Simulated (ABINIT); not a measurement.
Phonons q calculation of Zn (part 1 of 2)

The run: phonons q calculation of Zn (P6₃/mmc, 2 atoms in the cell). Method and program: Kohn-Sham DFT of a periodic cell, LDA, PseudoDojo NC SR LDA v0.4.1 standard, no spin polarisation (ABINIT 10.8.3).

The structure derives from an entry of the Crystallography Open Database.

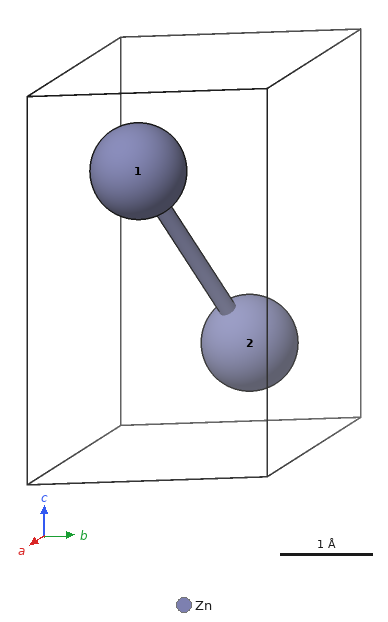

*The input geometry (ball-and-stick view of the cell of the calculation, seen slightly off an axis; atoms are numbered from 1 in the order of the input). An atom can appear more than once, as a periodic image.*

Near neighbours in the periodic cell (some may lie outside the picture): Zn has 12 Zn at 2.64 to 2.68 Å.

### Key numbers

```json
{"quantity": "outcome", "value": "converged"}
{"quantity": "space group (tolerance 0.01 Å)", "value": "P6₃/mmc (194)"}
{"quantity": "electrons treated", "value": "40"}
{"quantity": "free energy", "value": "−11370.1096 eV"}
{"quantity": "Fermi energy", "value": "9.273 eV"}
{"quantity": "gap on the k-point mesh", "value": "none (metallic)"}
{"quantity": "pressure", "value": "−0.10 GPa"}
{"quantity": "largest force (length of the vector)", "value": "under 0.001 eV/Å"}
{"quantity": "hardware", "value": "4 threads of Intel Xeon (Granite Rapids), 96 GiB of memory available, shared host"}
{"quantity": "wall time", "value": "6.1 min (CPU time 24 min)"}
{"quantity": "peak memory", "value": "2.8 GiB"}
```

### Remarks

Further notes kept with the run: chneut/=0 not allowed with q/=0 => chneut reset to 0 locally; asr/=0 not allowed with q/=0 => asr reset to 0 locally.

### Input
```
ndtset 2

pp_dirpath "./"
pseudos "Zn.upf"

acell 3*1.0 Angstrom
rprim
     2.6439561700     0.0000000000     0.0000000000
    -1.3219780800     2.2897332100     0.0000000000
     0.0000000000     0.0000000000     4.4029865900
ntypat 1
znucl 30
natom 2
typat 1 1
chkprim 0
chksymtnons 0
tolsym 1.0e-6
xred
            2/3            1/3            3/4
            1/3            2/3            1/4

ecut 40.0
ecutsm 0.5

ngkpt 12 12 6
nshiftk 1
shiftk 0.0 0.0 0.0

ixc 7

nband 28
occopt 3
tsmear 0.00499791

nstep 80

prteig 0
prtebands 0
prtwf 0
prtden 0
prtpot 0

kptopt1 1
tolvrs1 1.0e-15
prtwf1 1
tolwfr1 1.0e-14
nbdbuf1 4
nline1 6

rfphon2 1
rfatpol2 1 2
rfdir2 1 1 1
getwfk2 1
kptopt2 3
nqpt2 1
qpt2 0.0 0.0 1/2
tolvrs2 1.0e-9
```

Launched with:
```bash
mpirun --bind-to none -np 4 abinit run.abi > log 2>&1
```

### What the program printed
```
.Version 10.8.3 of ABINIT
 DATASET    1 : space group P6_3/m m c (#194); Bravais hP (primitive hexag.)
================================================================================
 Values of the parameters that define the memory need for DATASET  1.
     intxc =       0    ionmov =       0      iscf =       7    lmnmax =       6
     lnmax =       6     mgfft =      48  mpssoang =       3    mqgrid =    3001
     natom =       2  nloc_mem =       1    nspden =       1   nspinor =       1
    nsppol =       1      nsym =      24    n1xccc =    2501    ntypat =       1
    occopt =       3   xclevel =       1
       mpw =        2190          nfft =       43200          nkpt =          76
================================================================================
================================================================================

 DATASET    2 : space group P6_3/m m c (#194); Bravais hP (primitive hexag.)
================================================================================
 Values of the parameters that define the memory need for DATASET  2 (RF).
     intxc =       0      iscf =       7    lmnmax =       6     lnmax =       6
     mgfft =      48  mpssoang =       3    mqgrid =    3001     natom =       2
  nloc_mem =       1    nspden =       1   nspinor =       1    nsppol =       1
      nsym =      24    n1xccc =    2501    ntypat =       1    occopt =       3
   xclevel =       1
      nfft =       43200          nkpt =         864
================================================================================
================================================================================

--------------------------------------------------------------------------------
------------- Echo of variables that govern the present computation ------------
--------------------------------------------------------------------------------
 -outvars: echo values of preprocessed input variables --------
            acell      1.8897261259E+00  1.8897261259E+00  1.8897261259E+00 Bohr
              amu      6.53900000E+01
          chkprim           0
      chksymtnons           0
             ecut      4.00000000E+01 Hartree
           ecutsm      5.00000000E-01 Hartree
           getwfk1          0
           getwfk2          1
                       outvar_i_n : Printing only first  50 k-points.
              ixc           7
           jdtset        1    2
                       outvar_i_n : Printing only first  50 k-points.
           kptopt1          1
           kptopt2          3
         kptrlatt       12    0    0      0   12    0      0    0    6
          kptrlen      4.99226327E+01
            natom           2
            nband1         28
            nband2         28
           nbdbuf1          4
           nbdbuf2          2
           ndtset           2
            ngfft          30      30      48
             nkpt1         76
             nkpt2        864
            nline1          6
            nline2          4
             nqpt1          0
             nqpt2          1
            nstep          80
             nsym          24
           ntypat           1
                       prtocc : prtvol=0, do not print more k-points.
                       prtocc : prtvol=0, do not print more k-points.
           occopt           3
        optdriver1          0
        optdriver2          1
           prtden           0
        prtebands           0
           prteig           0
            prtwf1          1
            prtwf2          0
              qpt1     0.00000000E+00  0.00000000E+00  0.00000000E+00
              qpt2     0.00000000E+00  0.00000000E+00  5.00000000E-01
           rfphon1          0
           rfphon2          1
            rprim      2.6439561700E+00  0.0000000000E+00  0.0000000000E+00
                      -1.3219780800E+00  2.2897332100E+00  0.0000000000E+00
                       0.0000000000E+00  0.0000000000E+00  4.4029865900E+00
          spgroup         194
           tolsym      1.00000000E-06
           tolvrs1     1.00000000E-15
           tolvrs2     1.00000000E-09
           tolwfr1     1.00000000E-14
           tolwfr2     0.00000000E+00
           tsmear      4.99791000E-03 Hartree
            typat      1  1
                       outvars : Printing only first  50 k-points.
           xangst      1.3219780867E+00  7.6324440333E-01  3.3022399425E+00
                       3.3333332446E-09  1.5264888067E+00  1.1007466475E+00
            xcart      2.4981765283E+00  1.4423228894E+00  6.2403290934E+00
                       6.2990869186E-09  2.8846457789E+00  2.0801096978E+00
             xred      6.6666666667E-01  3.3333333333E-01  7.5000000000E-01
                       3.3333333333E-01  6.6666666667E-01  2.5000000000E-01
            znucl       30.00000

================================================================================

 chkinp: Checking input parameters for consistency, jdtset=   1.

 chkinp: Checking input parameters for consistency, jdtset=   2.

================================================================================
== DATASET  1 ==================================================================

--- !DatasetInfo
iteration_state: {dtset: 1, }
dimensions: {natom: 2, nkpt: 76, mband: 28, nsppol: 1, nspinor: 1, nspden: 1, mpw: 2190, }
cutoff_energies: {ecut:  40.0, pawecutdg:  -1.0, }
electrons: {nelect:   4.00000000E+01, charge:   0.00000000E+00, occopt:   3.00000000E+00, tsmear:   4.99791000E-03, }
meta: {optdriver: 0, ionmov: 0, optcell: 0, iscf: 7, paral_kgb: 0, }
...

 Exchange-correlation functional for the present dataset will be:
  LDA: Perdew-Wang 92 LSD fit to Ceperley-Alder data - ixc=7
  J.P.Perdew and Y.Wang, PRB 45, 13244 (1992)

 Real(R)+Recip(G) space primitive vectors, cartesian coordinates (Bohr,Bohr^-1):
 R(1)=  4.9963531  0.0000000  0.0000000  G(1)=  0.2001460  0.1155543  0.0000000
 R(2)= -2.4981765  4.3269687  0.0000000  G(2)=  0.0000000  0.2311087  0.0000000
 R(3)=  0.0000000  0.0000000  8.3204388  G(3)=  0.0000000  0.0000000  0.1201860
 Unit cell volume ucvol=  1.7988009E+02 bohr^3
 Angles (23,13,12)=  9.00000000E+01  9.00000000E+01  1.20000000E+02 degrees

 getcut: wavevector=  0.0000  0.0000  0.0000  ngfft=  30  30  48
         ecut(hartree)=     40.000   => boxcut(ratio)=   2.02628

--- Pseudopotential description ------------------------------------------------
- pspini: atom type   1  psp file is ./Zn.upf
  30.00000  20.00000  180309                  znucl, zion, pspdat
12 -1012 2 -1 1296                            pspcod,pspxc,lmax,lloc,mmax
     nproj     2     2     2

   2.13842541E+03                                ecore*ucvol(ha*bohr**3)
--------------------------------------------------------------------------------

================================================================================

--- !BeginCycle
iteration_state: {dtset: 1, }
solver: {iscf: 7, nstep: 80, nline: 6, wfoptalg: 0, }
tolerances: {tolwfr: 1.00E-14, tolvrs: 1.00E-15, }
...

     iter   Etot(hartree)      deltaE(h)  residm     vres2
 ETOT  1  -417.69085638140    -4.177E+02 2.068E-01 6.491E+01
 ETOT  2  -417.81875589821    -1.279E-01 1.176E-05 6.417E+01
 ETOT  3  -417.84381665064    -2.506E-02 5.002E-04 8.836E-03
 ETOT  4  -417.84382091974    -4.269E-06 9.726E-08 1.520E-03
 ETOT  5  -417.84382153701    -6.173E-07 1.440E-08 5.074E-05
 ETOT  6  -417.84382155561    -1.860E-08 2.549E-10 1.253E-06
 ETOT  7  -417.84382155607    -4.590E-10 9.625E-12 7.178E-10
 ETOT  8  -417.84382155607    -1.137E-13 9.996E-15 4.733E-11
 ETOT  9  -417.84382155606     2.785E-12 9.994E-15 6.224E-13
 ETOT 10  -417.84382155606     4.434E-12 9.996E-15 1.120E-15
 ETOT 11  -417.84382155606    -6.821E-12 9.981E-15 1.342E-16

 At SCF step   11  max residual=  9.98E-15 < tolwfr=  1.00E-14 AND vres2   =  1.34E-16 < tolvrs=  1.00E-15 =>converged.

 Cartesian components of stress tensor (hartree/bohr^3)
  sigma(1 1)= -1.66057411E-05  sigma(3 2)=  0.00000000E+00
  sigma(2 2)= -1.66057577E-05  sigma(3 1)=  0.00000000E+00
  sigma(3 3)=  4.29715356E-05  sigma(2 1)= -1.44279232E-10

--- !ResultsGS
iteration_state: {dtset: 1, }
comment   : Summary of ground state results
lattice_vectors:
- [  4.9963531,   0.0000000,   0.0000000, ]
- [ -2.4981765,   4.3269687,   0.0000000, ]
- [  0.0000000,   0.0000000,   8.3204388, ]
lattice_lengths: [   4.99635,    4.99635,    8.32044, ]
lattice_angles: [ 90.000,  90.000, 120.000, ] # degrees, (23, 13, 12)
lattice_volume:   1.7988009E+02
convergence: {deltae: -6.821E-12, res2:  1.342E-16, residm:  9.981E-15, diffor: null, }
etotal    :  -4.17843822E+02
entropy   :   0.00000000E+00
fermie    :   3.40791357E-01
cartesian_stress_tensor: # hartree/bohr^3
- [ -1.66057411E-05,  -1.44279232E-10,   0.00000000E+00, ]
- [ -1.44279232E-10,  -1.66057577E-05,   0.00000000E+00, ]
- [  0.00000000E+00,   0.00000000E+00,   4.29715356E-05, ]
pressure_GPa:  -9.5717E-02
xred      :
- [  6.6667E-01,   3.3333E-01,   7.5000E-01, Zn]
- [  3.3333E-01,   6.6667E-01,   2.5000E-01, Zn]
cartesian_forces: # hartree/bohr
- [  2.75928130E-26,  -1.59307181E-26,  -0.00000000E+00, ]
- [ -2.75928130E-26,   1.59307181E-26,  -0.00000000E+00, ]
force_length_stats: {min:   3.18614361E-26, max:   3.18614361E-26, mean:   3.18614361E-26, }
...

 Integrated electronic density in atomic spheres:
```
